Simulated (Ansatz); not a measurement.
**Energy of ZrO₂ along an even scaling of the cell**

System: ZrO₂ (3 atoms in the cell).
Method: DFT PBE, scalar-relativistic, plane waves, PAW, no spin polarisation (Ansatz 0.2.0).

The 9 runs differ only in the geometry, by an even scaling of the cell at fixed fractional positions.

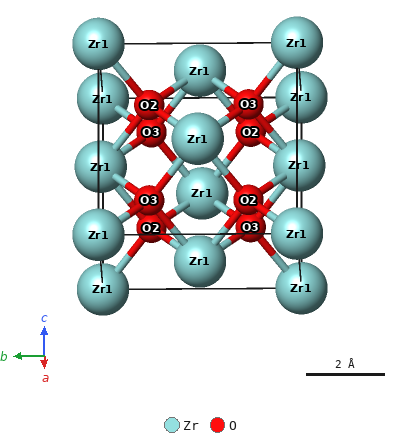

Figure 1. The structure of run 5 (ball-and-stick view of the cell 4 times as large as that of the calculation, set on its symmetry axes, seen at an oblique angle; atoms are numbered from 1 in the order of the input). An atom can appear more than once, as a periodic image.

**Input of run 5**
```yaml
crystal:
  lattice:
    - [0.0, 2.5579054395, 2.5579054395]
    - [2.5579054395, 0.0, 2.5579054395]
    - [2.5579054395, 2.5579054395, 0.0]
  atoms:
    - { symbol: Zr, position: [0.0, 0.0, 0.0] }
    - { symbol: O, position: [0.25, 0.25, 0.25] }
    - { symbol: O, position: [0.75, 0.75, 0.75] }
basis:
  ecutwfc: 420
  ecutrho_ratio: 4
kpoints:
  mp_grid: { grid: [12, 12, 12] }
hamiltonian:
  xc: pbe
scf:
  occupations: { method: gaussian, width: 0.05 }
output:
  forces: true
  stress: true
  eigenvalues: true
```

Command:
```bash
ansatz run input.yaml --threads 2 --pin off --max-ram 2662MiB --backend cpu --events-out ev --progress --plain --runs-dir out
```

Lattice vectors (Å) and fractional positions of run 5:
```
   0.000000    2.557905    2.557905
   2.557905    0.000000    2.557905
   2.557905    2.557905    0.000000
Zr  0.000000  0.000000  0.000000
O   0.250000  0.250000  0.250000
O   0.750000  0.750000  0.750000
```

Run 2 differs from it as follows:
```diff
-    - [0.0, 2.5579054395, 2.5579054395]
-    - [2.5579054395, 0.0, 2.5579054395]
-    - [2.5579054395, 2.5579054395, 0.0]
+    - [0.0, 2.523334912, 2.523334912]
+    - [2.523334912, 0.0, 2.523334912]
+    - [2.523334912, 2.523334912, 0.0]
```

**Results, with one run withheld**

```csv
run,volume per atom (Å³),"free energy per atom, from the lowest run given (meV)",pressure (GPa),gap on the mesh (eV)
1,10.544,27.53,15.07,3.47
2,10.711,?,?,?
3,10.934,3.46,4.99,3.37
4,10.969,2.44,4.18,3.37
5,11.157,0.00,0.01,3.32
6,11.275,0.90,−2.41,3.29
7,11.381,3.22,−4.49,3.26
8,11.938,35.84,−13.86,3.13
9,12.273,69.67,−18.40,3.05
```

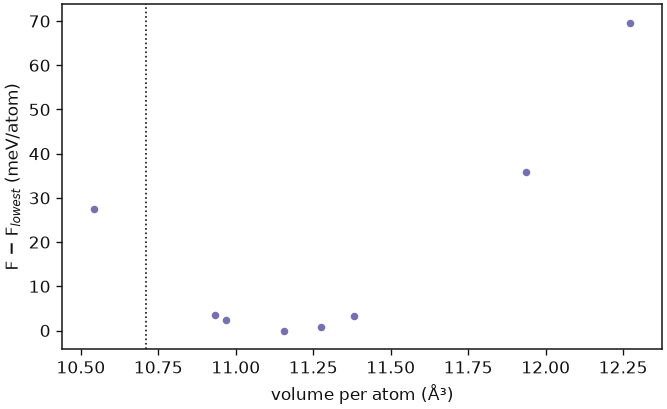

Figure 2. Free energy per atom of the runs given; the dotted line marks run 2.

Estimate the energy of run 2 from the others.

A cubic polynomial in V^(−2/3) (the Birch–Murnaghan form), fitted to the 8 runs given, misses them by at most 0.02 meV per atom. With x = V^(−2/3) − 0.19871 Å⁻², it reads F = 1.1464 − 1444.4 x + 4.6083e+05 x² + 3.3121e+05 x³ (meV per atom). At run 2 it gives 14.19 meV per atom, and the run itself gives 14.22. The slope of the fit gives a pressure −dF/dV of 10.55 GPa there, and the run prints 10.52 GPa. The fit has its minimum at 11.157 Å³ per atom, where V d²F/dV² gives 237 GPa: the bulk modulus at this level, since symmetry fixes the shape and the positions. The gap on the mesh goes, without turning, from 3.47 eV in run 1 to 3.05 eV in run 9; run 2 has 3.43 eV. These are gaps of this functional on this mesh, which can miss the band edges; they aren't the measured gap.

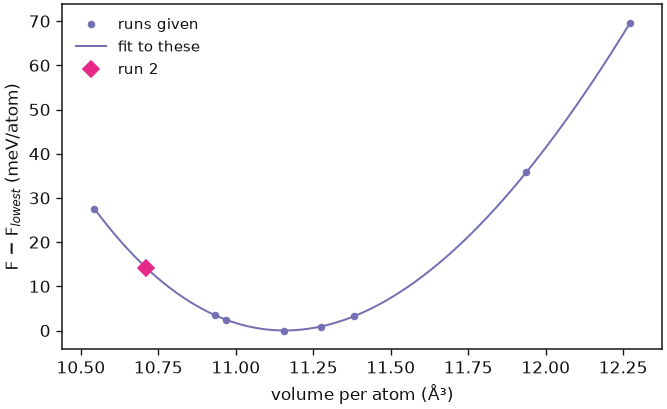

Figure 3. The fit and the withheld run.

**Output, shortened to warnings, some set-up lines, iterations and results (run 2)**
```
Basis set: ecut = 420 eV, 609 PW (Γ), exchange–correlation on 48×48×48 points (8 copies of the dense FFT grid, shifted against one another)
Symmetry: 48 space group operations
k-points: 72 of 1728
Initial density: superposition of atomic densities (neutral atoms: chi_scale 0, normalization atom), corrected by the library's trained network
[...]
SCF iter   1: F=—  HF=-5323.777859 eV  |F-HF|=—  |Δ(HF+E_count)|=         —  Δρ=2.23e-3  dr2=1.01e-3  ethr=1.77e-3  ⟨swp⟩=5.6  Hψ=5361  notcnv=0
SCF iter   2: F=—  HF=-5323.777794 eV  |F-HF|=—  |Δ(HF+E_count)|=   6.51e-5  Δρ=1.48e-3  dr2=5.07e-4  ethr=4.21e-6  ⟨swp⟩=2.0  Hψ=2634  notcnv=0
SCF iter   3: F=—  HF=-5323.777712 eV  |F-HF|=—  |Δ(HF+E_count)|=   8.23e-5  Δρ=6.15e-4  dr2=1.87e-5  ethr=2.11e-6  ⟨swp⟩=2.0  Hψ=1595  notcnv=0
SCF iter   4: F=—  HF=-5323.777681 eV  |F-HF|=—  |Δ(HF+E_count)|=   3.09e-5  Δρ=1.66e-4  dr2=1.62e-6  ethr=7.77e-8  ⟨swp⟩=2.0  Hψ=1949  notcnv=0
SCF iter   5: F=-5323.777688 eV  HF=-5323.777688 eV  |F-HF|=2.98e-8  |Δ(HF+E_count)|=   7.00e-6  Δρ=1.60e-5  dr2=2.96e-8  ethr=6.75e-9  ⟨swp⟩=2.0  Hψ=2011  notcnv=0
SCF iter   6: F=-5323.777688 eV  HF=-5323.777688 eV  |F-HF|=1.64e-11  |Δ(HF+E_count)|=   3.82e-8  Δρ=2.69e-6  dr2=1.27e-9  ethr=1.23e-10  ⟨swp⟩=2.0  Hψ=4207  notcnv=0
SCF 1 converged in 6 iterations: F = -5323.777688 eV  dr2 = 1.27e-9
SCF converged after 6 iterations
Free energy (F): -5323.777688 eV
Harris-Foulkes:  -5323.777688 eV  (|F-HF|=1.64e-11)
Internal energy: -5323.777688 eV  (E = F + TS)
E sigma→0 (E₀):  -5323.777688 eV
Fermi energy:    14.290112 eV
--- Per-component energies (eV) ---
  E_band       = -50.834053
  E_kinetic    = 690.437299
  E_local      = -1120.295960  (includes V_loc(G=0)·N_el)
  E_nonlocal   = 171.240313
  E_hartree    = 370.963326
  E_xc         = -312.755698
  E_vxc        = -383.924026  (∫ρ·V_xc dr)
  E_paw        = -3269.088019  (= ΣΔE_a)
  E_vpaw       = -150.222231  (= ΣTr[D̂ρ^β])
  E_aug_tail   = 0.005042  (compensation charges beyond the density's cutoff)
  E_ewald      = -1854.283990
  E_smearing   = -0.000000  (= −TS)
  E_closure    = 0.000000  (closes the sum)
  Σ components = -5323.777688   (vs F -5323.777688, Δ=0.00e0)
--- Forces (eV/Å), atoms counted from 1 ---
  atom   1  Zr    -0.00000000    -0.00000000    -0.00000000
  atom   2  O      0.00000000     0.00000000     0.00000000
  atom   3  O      0.00000000     0.00000000     0.00000000
  max |Σ_I F_I| component: 9.25e-18 eV/Å
--- Stress (GPa, compression-positive) ---
       10.524195       0.000000      -0.000000
        0.000000      10.524195      -0.000000
       -0.000000      -0.000000      10.524195
  P = ⅓ Tr σ = 10.5242 GPa (105.242 kbar)
```
